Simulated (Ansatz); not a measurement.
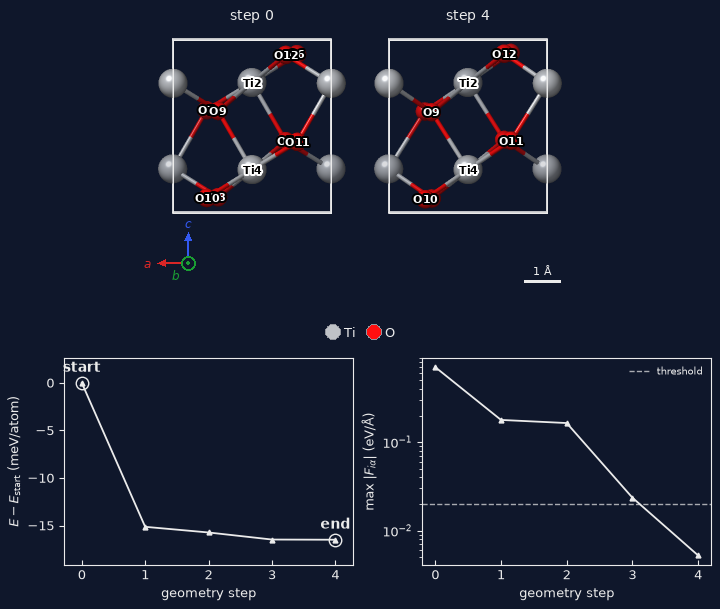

First and last geometry of a relaxation of solid TiO$_{2}$ (set up in Pbcn), with the history of the run. Style: ball-and-stick. Shown: the cell of the calculation, from a free direction.

All numbers below come from Ansatz, DFT, r2SCAN, plane-wave PAW, default files, scalar-relativistic. Settings: plane-wave cutoff 500 eV; k-point mesh 6 × 5 × 6; occupations fermi dirac; smearing width 0.01 eV; no spin polarisation; atoms relaxed in a fixed cell; force threshold 0.02 eV/Å; at most 60 steps.

Q: Did the run converge, and what did it change?

A: It converged. The energy falls by 16.5 meV per atom in 4 geometry steps. Largest force component: 0.71 eV/Å at the start, 0.0053 eV/Å at the end. The largest moves, 0.081 Å, are those of O atoms. Largest moves by element: O 0.081 Å, Ti 0.014 Å. The cell stays as it was. Near-neighbour distances that change, for instance: O–Ti 2.050 → 2.086 Å, O–Ti 1.891 → 1.871 Å, Ti–Ti 3.104 → 3.121 Å, O–Ti 1.946 → 1.956 Å. Among the angles between lasting bonds that change: O–Ti–O 75.5° → 79.2°, O–Ti–O 163.3° → 166.8°, O–Ti–O 164.7° → 162.3°. The space group stays Pbcn (No. 60).

```json
{"step": "0", "E − E(0), meV/atom": "0.00", "largest force component, eV/Å": "0.7051"}
{"step": "1", "E − E(0), meV/atom": "-15.14", "largest force component, eV/Å": "0.1786"}
{"step": "2", "E − E(0), meV/atom": "-15.73", "largest force component, eV/Å": "0.1647"}
{"step": "3", "E − E(0), meV/atom": "-16.47", "largest force component, eV/Å": "0.0236"}
{"step": "4", "E − E(0), meV/atom": "-16.49", "largest force component, eV/Å": "0.0053"}
```
